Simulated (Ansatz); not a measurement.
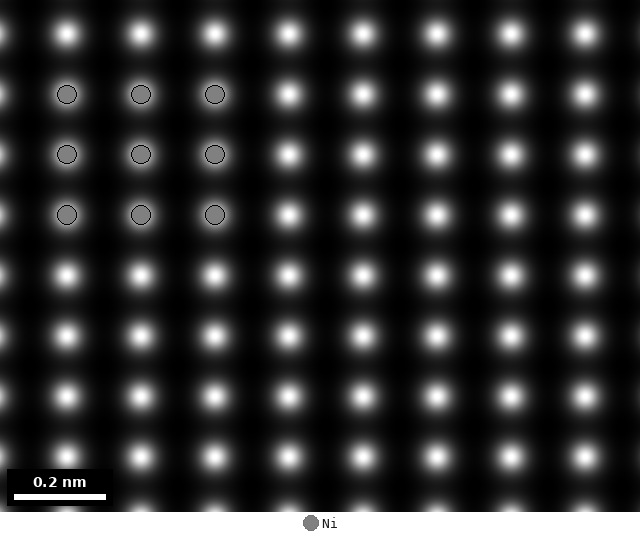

Map of the projected electrostatic potential of Ni (Pm-3m, No. 221) along [211]. Computed as the sum of neutral-atom potentials (tabulated electron scattering factors, B = 0.8 Å²) projected along the beam and smoothed by 0.25 Å; brighter is more positive. Model: the input geometry of an electronic-structure calculation (not necessarily at equilibrium); the starting structure was generated, so it need not be a known form of this composition.

Coloured dots in one corner mark the columns of the model.

Interpret the image.

Answer. The projected structure repeats with a cell of 1.32 × 1.62 Å, 90°. All columns are alike (Ni). The shortest distance between visible columns is 1.32 Å in projection. Along the beam the structure repeats every 5.61 Å.
